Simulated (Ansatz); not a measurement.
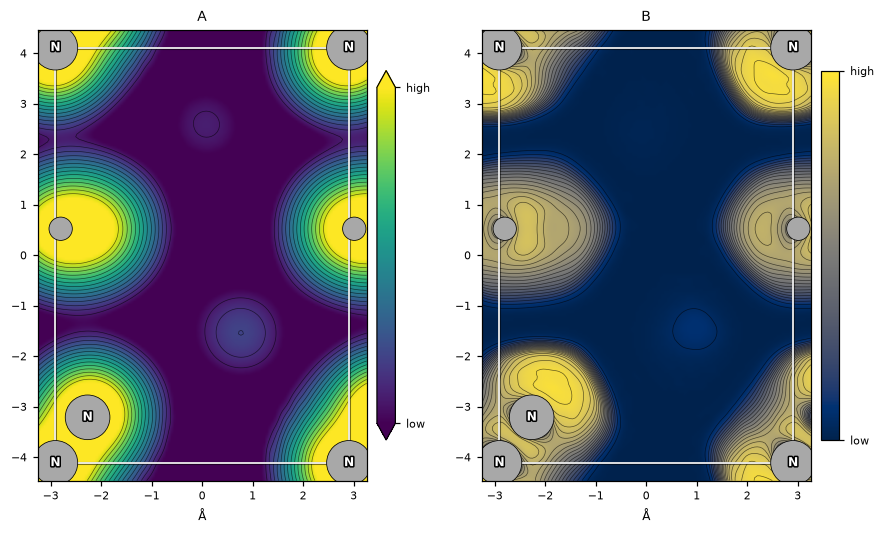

N: 2 fields on the (110) plane of the conventional cell, with unlabelled colour scales. Grey discs cover the atomic cores.

Space group P2₁3; a structure from a database of computed crystals, not necessarily the ambient phase.

All numbers below come from DFT PBEsol, plane waves, PAW in Ansatz 0.2.0.

Which field does each panel show? The fields are: electron localisation function and valence pseudo-density.

Answer. Panel A: valence pseudo-density. Panel B: electron localisation function. From the grid: N–N (1.11 Å): ρ at the midpoint is about 4.5 e/Å³; the ELF peaks at about 0.85 between the atoms (inside overlapping PAW spheres, so only a guide) (a multiple bond).
